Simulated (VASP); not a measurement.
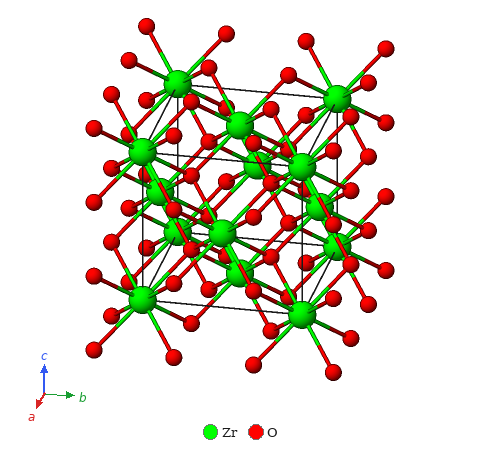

ZrO2, space group Fm-3m (No. 225), a = 5.090 Å, b = 5.090 Å, c = 5.090 Å, α = 90.00°, β = 90.00°, γ = 90.00°

```csv
site,Wyckoff,x,y,z
Zr,4a,0.0000,0.0000,0.0000
O,8c,0.2500,0.2500,0.7500
```

Source: a cell listed in the Materials Project, as set up for an electronic-structure calculation.

**How is the cell volume shared among the sites in a plain Voronoi partition?**

| site | faces above 1 % of the sphere | volume (Å³) | solid angle by neighbour (%) |
| --- | --- | --- | --- |
| Zr | 8 | 9.27 | O 100 |
| O | 10 | 11.85 | O 50 Zr 50 |

Weighted by multiplicity the volumes add up to the cell volume, 131.9 Å³.

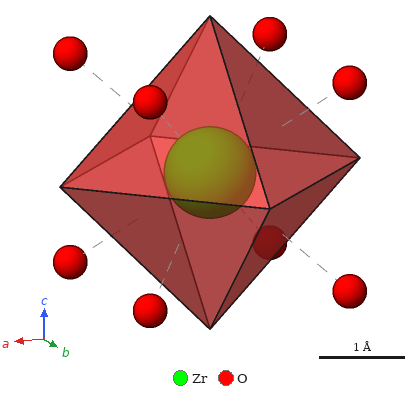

The computed Voronoi cell of Zr, with the neighbours that bound it.
